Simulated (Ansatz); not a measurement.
**Two runs on TiAl3**

System: TiAl3 (I4/mmm, 4 atoms in the cell).
Method of the first run: DFT PBE+D3(BJ), scalar-relativistic, plane waves, PAW, no spin polarisation (Ansatz 0.2.0).

The structure derives from a Materials Project entry. Text and figures count atoms from 1; the logs count them from 0 in places.

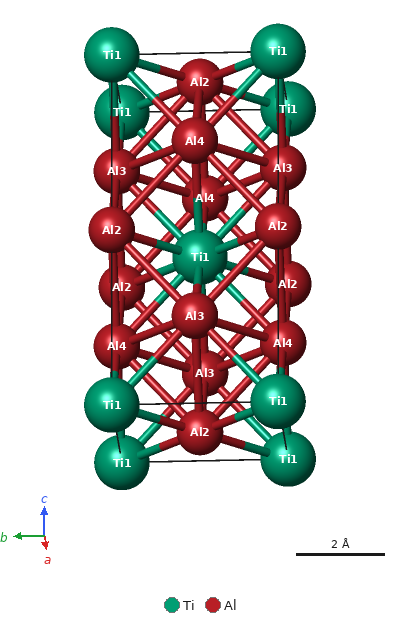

The structure (ball-and-stick view of the cell 2 times as large as that of the calculation, set on its symmetry axes, seen at an oblique angle; atoms are numbered from 1 in the order of the input). An atom can appear more than once, as a periodic image. Near neighbours in the periodic cell (some may lie outside the picture): Ti has 12 Al at 2.70 to 2.87 Å; Al has 8 Al at 2.70 to 2.87 Å and 4 Ti at 2.70 to 2.87 Å.

**Input, the first run**
```yaml
crystal:
  lattice:
    - [-1.9111067713, 1.9111067713, 4.2806687947]
    - [1.9111067713, -1.9111067713, 4.2806687947]
    - [1.9111067713, 1.9111067713, -4.2806687947]
  atoms:
    - { symbol: Ti, position: [0.0, 0.0, 0.0] }
    - { symbol: Al, position: [0.5, 0.5, 0.0] }
    - { symbol: Al, position: [0.75, 0.25, 0.5] }
    - { symbol: Al, position: [0.25, 0.75, 0.5] }
basis:
  ecutwfc: 420
kpoints:
  mp_grid: { grid: [6, 6, 6] }
hamiltonian:
  xc: pbe
  dispersion: d3bj
scf:
  occupations: { method: gaussian, width: 0.1 }
output:
  forces: true
  stress: true
  eigenvalues: true
```

Command:
```bash
ansatz run input.yaml --threads 2 --pin off --max-ram 5120MiB --backend cpu --events-out ev --progress --plain --runs-dir out
```

Hardware: 2 threads of Intel Xeon @ 2.70GHz, 189 GiB of memory available, shared host.

**Output, shortened to warnings, some set-up lines, iterations and results (the first run)**
```
Basis set: ecut = 420 eV, 1203 PW (Γ), exchange–correlation on 72×72×72 points (8 copies of the dense FFT grid, shifted against one another)
Symmetry: 16 space group operations
k-points: 30 of 216
Initial density: superposition of atomic densities (neutral atoms: chi_scale 0, normalization atom), corrected by the library's trained network
[...]
SCF iter   1: F=—  HF=-4115.464802 eV  |F-HF|=—  |Δ(HF+E_count)|=         —  Δρ=3.39e-3  dr2=1.11e-2  ethr=1.77e-3  ⟨swp⟩=5.3  Hψ=2568  notcnv=0
SCF iter   2: F=—  HF=-4115.463417 eV  |F-HF|=—  |Δ(HF+E_count)|=   1.39e-3  Δρ=1.51e-3  dr2=2.19e-3  ethr=5.31e-5  ⟨swp⟩=1.0  Hψ=690  notcnv=0
SCF iter   3: F=—  HF=-4115.463174 eV  |F-HF|=—  |Δ(HF+E_count)|=   2.43e-4  Δρ=3.19e-4  dr2=5.74e-5  ethr=1.04e-5  ⟨swp⟩=2.0  Hψ=515  notcnv=0
SCF iter   4: F=—  HF=-4115.463181 eV  |F-HF|=—  |Δ(HF+E_count)|=   7.70e-6  Δρ=4.74e-5  dr2=1.46e-6  ethr=2.73e-7  ⟨swp⟩=2.0  Hψ=597  notcnv=0
SCF iter   5: F=-4115.463181 eV  HF=-4115.463181 eV  |F-HF|=3.02e-9  |Δ(HF+E_count)|=   2.67e-7  Δρ=7.03e-6  dr2=2.35e-8  ethr=6.93e-9  ⟨swp⟩=1.7  Hψ=586  notcnv=0
SCF iter   6: F=-4115.463181 eV  HF=-4115.463181 eV  |F-HF|=6.22e-10  |Δ(HF+E_count)|=   1.22e-9  Δρ=1.18e-6  dr2=1.24e-9  ethr=1.12e-10  ⟨swp⟩=2.8  Hψ=1522  notcnv=0
SCF 1 converged in 6 iterations: F = -4115.463181 eV  dr2 = 1.24e-9
SCF converged after 6 iterations
Free energy (F): -4115.463181 eV
Harris-Foulkes:  -4115.463181 eV  (|F-HF|=6.22e-10)
Internal energy: -4115.456681 eV  (E = F + TS)
E sigma→0 (E₀):  -4115.459931 eV
Entropy (-TS):   -0.006500 eV (-1.625 meV/atom)
Fermi energy:    9.717654 eV
--- Per-component energies (eV) ---
  E_band       = -150.061680
  E_kinetic    = 344.389412
  E_local      = -1187.328164  (includes V_loc(G=0)·N_el)
  E_nonlocal   = 40.354366
  E_hartree    = 523.415669
  E_xc         = -218.403785
  E_vxc        = -211.108430  (∫ρ·V_xc dr)
  E_paw        = -2450.793148  (= ΣΔE_a)
  E_vpaw       = -183.199322  (= ΣTr[D̂ρ^β])
  E_aug_tail   = 0.000113  (compensation charges beyond the density's cutoff)
  E_ewald      = -1165.390755
  E_disp       = -1.700389  (pairwise vdW)
  E_smearing   = -0.006500  (= −TS)
  E_closure    = -0.000000  (closes the sum)
  Σ components = -4115.463181   (vs F -4115.463181, Δ=0.00e0)
--- Forces (eV/Å), atoms counted from 1 ---
  atom   1  Ti     0.00000000     0.00000000    -0.00000000
  atom   2  Al     0.00000000     0.00000000    -0.00000000
  atom   3  Al     0.00000000     0.00000000     0.00000000
  atom   4  Al    -0.00000000     0.00000000     0.00000000
  max |Σ_I F_I| component: 1.73e-18 eV/Å
--- Stress (GPa, compression-positive) ---
       -2.497038       0.000000       0.000000
        0.000000      -2.497038       0.000000
       -0.000000       0.000000      -2.315957
  P = ⅓ Tr σ = -2.4367 GPa (-24.367 kbar)
```

For the second run the input was changed thus:
```diff
-    - [-1.9111067713, 1.9111067713, 4.2806687947]
-    - [1.9111067713, -1.9111067713, 4.2806687947]
-    - [1.9111067713, 1.9111067713, -4.2806687947]
+    - [-1.8972711869, 1.8972711869, 4.2482638099]
+    - [1.8972711869, -1.8972711869, 4.2482638099]
+    - [1.8972711869, 1.8972711869, -4.2482638099]
-  mp_grid: { grid: [6, 6, 6] }
+  mp_grid: { grid: [16, 16, 16], shift: [0.5, 0.5, 0.5] }
+  convergence: { dr2_threshold: 1.0e-08 }
+  mixing: { algorithm: broyden, beta: 0.9 }
```

Predict how the results change.

With the same functional and potentials, the second run lies 1.4 meV per atom lower (other lines of the input change too). The pressure goes from −2.44 to −0.01 GPa. The volume per atom goes from 15.63 to 15.29 Å³. The SCF takes 7 iterations against 6. The irreducible k-points go from 30 to 344.

**Output, shortened to warnings, some set-up lines, iterations and results (the second run)**
```
Warning: output.stress: scf.convergence.dr2_threshold = 1e-8 eV is looser than the 4e-10 eV advised for a printed stress (1e-10 eV for each atom of the cell: 4). What an SCF threshold leaves in a stress goes as its square root, and in the free energy as the threshold itself, and one threshold admits the most on a small cell: of the crystals measured, under no hybrid functional and no lock of the …
Basis set: ecut = 420 eV, 1203 PW (Γ), exchange–correlation on 72×72×72 points (8 copies of the dense FFT grid, shifted against one another)
Symmetry: 16 space group operations
k-points: 344 of 4096
Initial density: superposition of atomic densities (neutral atoms: chi_scale 0, normalization atom), corrected by the library's trained network
[...]
SCF iter   1: F=—  HF=-4115.470351 eV  |F-HF|=—  |Δ(HF+E_count)|=         —  Δρ=3.09e-3  dr2=8.26e-3  ethr=1.77e-3  ⟨swp⟩=5.4  Hψ=29722  notcnv=0
SCF iter   2: F=—  HF=-4115.470937 eV  |F-HF|=—  |Δ(HF+E_count)|=   5.87e-4  Δρ=3.88e-3  dr2=1.29e-2  ethr=3.94e-5  ⟨swp⟩=2.0  Hψ=12599  notcnv=0  defer=40  κ⁻¹=1.0e0(r=1)
SCF iter   3: F=—  HF=-4115.468992 eV  |F-HF|=—  |Δ(HF+E_count)|=   1.95e-3  Δρ=6.62e-4  dr2=3.86e-4  ethr=3.94e-5  ⟨swp⟩=2.9  Hψ=9807  notcnv=0  defer=40  κ⁻¹=9.2e-3(r=2)
SCF iter   4: F=—  HF=-4115.468929 eV  |F-HF|=—  |Δ(HF+E_count)|=   6.23e-5  Δρ=1.30e-4  dr2=1.58e-5  ethr=1.84e-6  ⟨swp⟩=2.3  Hψ=7010  notcnv=0  defer=40  κ⁻¹=1.6e-4(r=3)
SCF iter   5: F=—  HF=-4115.468927 eV  |F-HF|=—  |Δ(HF+E_count)|=   2.70e-6  Δρ=1.21e-5  dr2=5.64e-8  ethr=7.53e-8  ⟨swp⟩=2.1  Hψ=6152  notcnv=0  defer=40  κ⁻¹=1.1e-5(r=4)
SCF iter   6: F=—  HF=-4115.468926 eV  |F-HF|=—  |Δ(HF+E_count)|=   7.03e-7  Δρ=7.32e-6  dr2=4.61e-8  ethr=4.76e-11  ⟨swp⟩=4.7  Hψ=18067  notcnv=0  κ⁻¹=2.3e-7(r=5)
SCF iter   7: F=-4115.468926 eV  HF=-4115.468926 eV  |F-HF|=7.28e-12  |Δ(HF+E_count)|=   6.62e-9  Δρ=5.61e-7  dr2=1.13e-10  ethr=4.76e-11  ⟨swp⟩=2.6  Hψ=16366  notcnv=0
SCF 1 converged in 7 iterations: F = -4115.468926 eV  dr2 = 1.13e-10
SCF converged after 7 iterations
Stability not checked: this state was not tested for a lower state beside it, because the mixer in use, unlike msr1, does not test its closes by its own steps (another_mixer; see scf.mixing.algorithm and scf.lower_state_search)
Free energy (F): -4115.468926 eV
Harris-Foulkes:  -4115.468926 eV  (|F-HF|=7.28e-12)
Internal energy: -4115.459949 eV  (E = F + TS)
E sigma→0 (E₀):  -4115.464438 eV
Entropy (-TS):   -0.008976 eV (-2.244 meV/atom)
Fermi energy:    9.968970 eV
--- Per-component energies (eV) ---
  E_band       = -144.527564
  E_kinetic    = 346.068400
  E_local      = -1176.790292  (includes V_loc(G=0)·N_el)
  E_nonlocal   = 40.629179
  E_hartree    = 520.506217
  E_xc         = -219.063127
  E_vxc        = -211.972799  (∫ρ·V_xc dr)
  E_paw        = -2451.033173  (= ΣΔE_a)
  E_vpaw       = -183.474480  (= ΣTr[D̂ρ^β])
  E_aug_tail   = 0.000115  (compensation charges beyond the density's cutoff)
  E_ewald      = -1174.037206
  E_disp       = -1.740062  (pairwise vdW)
  E_smearing   = -0.008976  (= −TS)
  E_closure    = 0.000000  (closes the sum)
  Σ components = -4115.468926   (vs F -4115.468926, Δ=0.00e0)
--- Forces (eV/Å), atoms counted from 1 ---
  atom   1  Ti     0.00000000     0.00000000    -0.00000000
  atom   2  Al     0.00000000    -0.00000000    -0.00000000
  atom   3  Al    -0.00000000     0.00000000     0.00000000
  atom   4  Al     0.00000000     0.00000000     0.00000000
  max |Σ_I F_I| component: 1.39e-17 eV/Å
--- Stress (GPa, compression-positive) ---
       -0.018895       0.000000       0.000000
        0.000000      -0.018895       0.000000
        0.000000       0.000000       0.006217
  P = ⅓ Tr σ = -0.0105 GPa (-0.105 kbar)
```

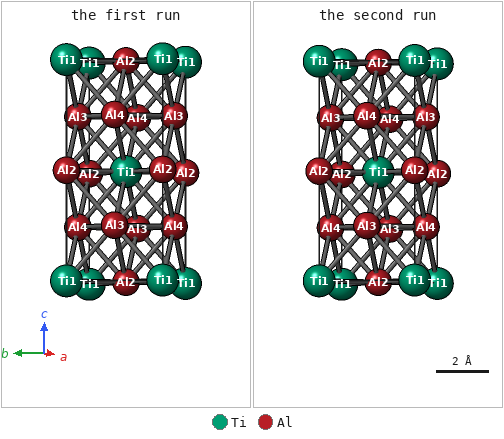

The two input geometries at one scale (ball-and-stick view of the cell 2 times as large as that of the calculation, set on its symmetry axes, seen at an oblique angle). The atoms keep their places relative to the cell (all moves are under 0.005 Å). The volume changes by −2.2 %, with a = b 3.822 → 3.795 Å (−0.7 %), c 8.561 → 8.497 Å (−0.8 %). Among the contacts that change: Al2–Al3 2.869 → 2.848 Å, Ti1–Al3 2.869 → 2.848 Å, Ti1–Al2 2.703 → 2.683 Å, Al3–Al4 2.703 → 2.683 Å.

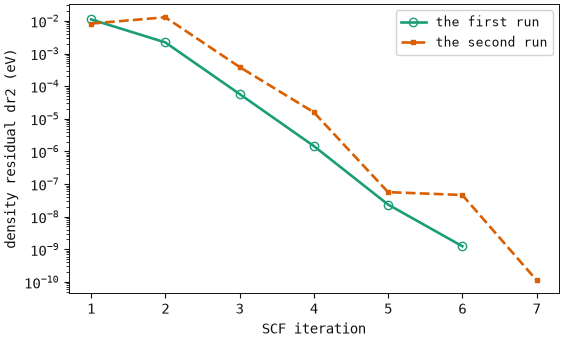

Convergence of the two runs: density residual dr2 against the SCF iteration. The first run takes 6 iterations in all, and the second run takes 7.

**The two runs side by side**

```tsv
quantity	the first run	the second run
outcome	converged	converged
free energy per atom (eV)	−1028.8658	−1028.8672
energy per atom, smearing taken to zero (eV)	−1028.8650	−1028.8661
gap on the mesh (eV)	0.00	0.00
pressure (GPa)	−2.44	−0.01
volume per atom (Å³)	15.63	15.29
largest force (eV/Å)	0.000	0.000
SCF iterations	6	7
irreducible k-points	30	344
plane waves at Γ	1203	1203
wall time (shared host)	1.5 s	14 s
```

For the second run: Warnings: the SCF threshold is looser than advised for the printed stress.
